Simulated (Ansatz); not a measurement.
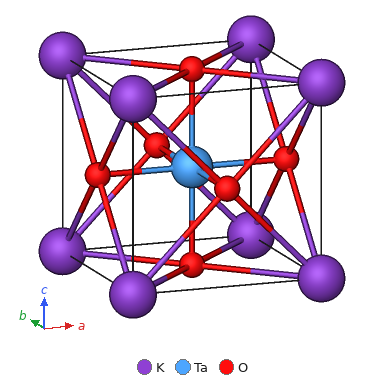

System: KTaO₃, space group Pm-3m (No. 221) (cell built by us, not taken from a database). The picture shows the cell.

The given structure:
```
CELL_PARAMETERS angstrom
4.06993 0.00000 0.00000
0.00000 4.06993 0.00000
0.00000 0.00000 4.06993
ATOMIC_POSITIONS crystal
K 0.00000 0.00000 0.00000
Ta 0.50000 0.50000 0.50000
O 0.50000 0.50000 0.00000
O 0.50000 0.00000 0.50000
O 0.00000 0.50000 0.50000
```

Computed with Ansatz 0.2.0: Born effective charges by linear response at the zone centre, in units of the proton charge, Cartesian axes of the given cell; DFT, r2SCAN, plane waves, PAW. Level: r2SCAN, no spin polarisation.

periodic directions 3; potentials PAW; wave cutoff 500 eV; k mesh 6×6×6.

What does the calculation give for the mean Born effective charge of each atom? The cases: K; Ta; O 1; O 2; O 3.

The largest in size is that of Ta, 8.64 e, and the charges add up to 0.00 e. O 1, O 2 and O 3 are equally anisotropic; for O 1: its diagonal components run from −6.49 to −1.64 e. The Born charge xx, in e, is 1.128 for K, 8.637 for Ta, −1.637 for O 1, −1.637 for O 2 and −6.491 for O 3. The Born charge zz, in e, is 1.128 for K, 8.637 for Ta, −6.491 for O 1, −1.637 for O 2 and −1.637 for O 3.

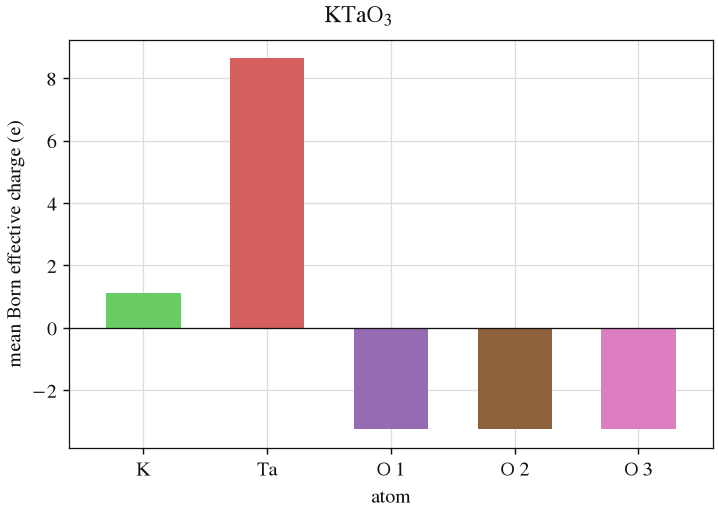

Limits of the calculation: empty bands loosely converged; reference bands not vouched for.
